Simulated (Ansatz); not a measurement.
System: VBiO$_{4}$.

```
Bi V O
1.0
     7.30300    0.00000    0.00000
     0.00000    7.30300    0.00000
     0.00000    0.00000    6.58400
Bi V O
4 4 16
Direct
  0.00000 0.00000 0.00000
  0.50000 0.50000 0.50000
  0.00000 0.50000 0.25000
  0.50000 0.00000 0.75000
  0.50000 0.00000 0.25000
  0.00000 0.50000 0.75000
  0.00000 0.00000 0.50000
  0.50000 0.50000 0.00000
  0.32200 0.50000 0.16700
  0.82200 0.00000 0.66700
  0.00000 0.32200 0.91700
  0.50000 0.82200 0.41700
  0.17800 0.00000 0.66700
  0.67800 0.50000 0.16700
  0.50000 0.17800 0.41700
  0.00000 0.67800 0.91700
  0.32200 0.00000 0.08300
  0.82200 0.50000 0.58300
  0.00000 0.17800 0.33300
  0.50000 0.67800 0.83300
  0.67800 0.00000 0.08300
  0.17800 0.50000 0.58300
  0.00000 0.82200 0.33300
  0.50000 0.32200 0.83300
```

Space group I4₁/amd; not relaxed (largest force 0.9 eV/Å); the program warned that a starting moment wasn't kept; spin-polarised, but the moments vanished.

The calculation used Kohn-Sham DFT of a periodic cell, PBEsol, Ansatz PAW (Ansatz).

**Predict the valence pseudo-density and electron localisation function between the atoms.**

V–O (1.70 Å): the density is about 1.4 e/Å³ at the midpoint; the ELF peaks at about 0.80 in the valence shell of O, 0.5 Å from its nucleus, and is about 0.30 at the midpoint: no localised pair shows between them.
Bi–O (2.41 Å): ρ at the midpoint is about 0.39 e/Å³; the ELF is about 0.20 at the midpoint (no localised pair shows between them).
V–Bi (3.29 Å): ρ at the midpoint is about 0.17 e/Å³; the ELF is about 0.10 at the midpoint; no shared electron pair shows on this line.

**Does the calculation make it a metal, or give it a gap?**

It is gapped, with a Kohn–Sham gap of 2.8 eV on the k-point mesh, an upper bound to the gap of this method.

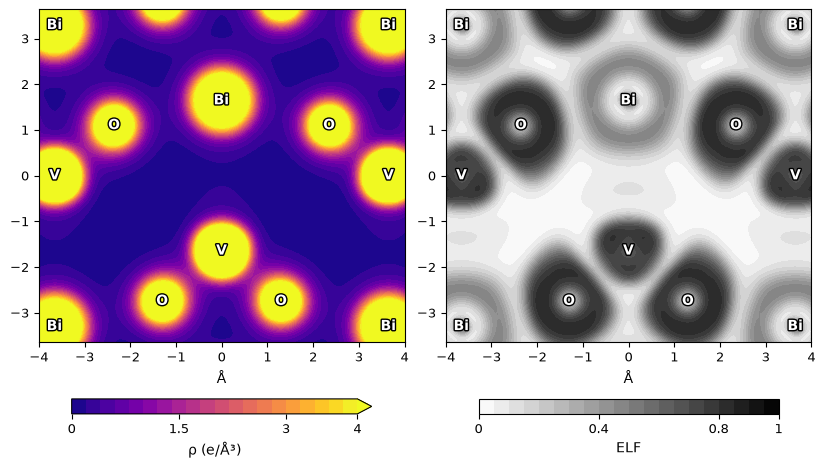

Computed valence pseudo-density and electron localisation function on the (010) plane of the conventional cell, in this order. 

In a PAW calculation such maps are meaningful between the atoms, not at the nuclei.
